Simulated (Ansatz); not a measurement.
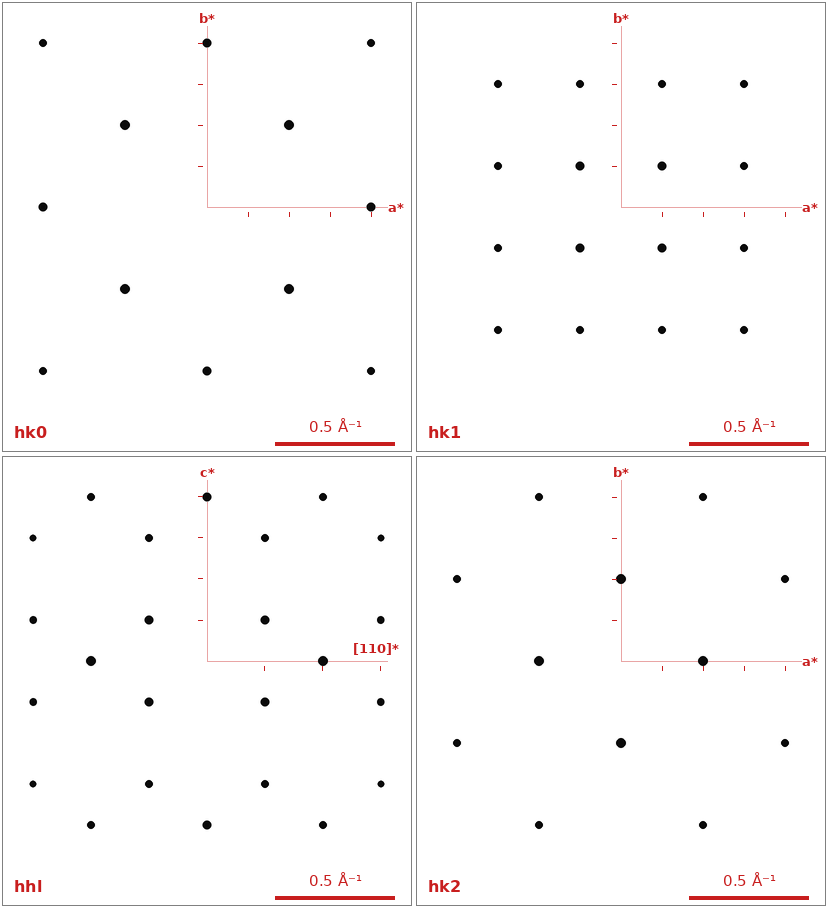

Four undistorted layers of reciprocal space, calculated for a single crystal (X-rays, kinematic |F|², B = 0.5 Å²). Tick marks count the reciprocal lattice steps of the conventional cell along each axis.

The compound is Ge. Structure: the input geometry of an electronic-structure calculation (not necessarily at equilibrium).

What cell do the layers give?

a* = 0.174, b* = 0.174, c* = 0.174 Å⁻¹; the cell is cubic with a = 5.76 Å.

Which reflection conditions do the layers show?

Reflections are present only under these conditions. hkl: h + k = 2n, h + l = 2n; hk0: h = 2n, h + k = 4n; hhl: h + l = 2n; h00: h = 4n. The lattice is face-centred (F). Further gaps, such as 2 2 2, 4 4 2, come from atoms on special positions, not from the group's general conditions.

Which space groups fit?

The intensities have Laue symmetry m-3m (the hk0 layer shows 4mm, hk1 shows 4mm). With these conditions only Fd-3m (No. 227) fits.
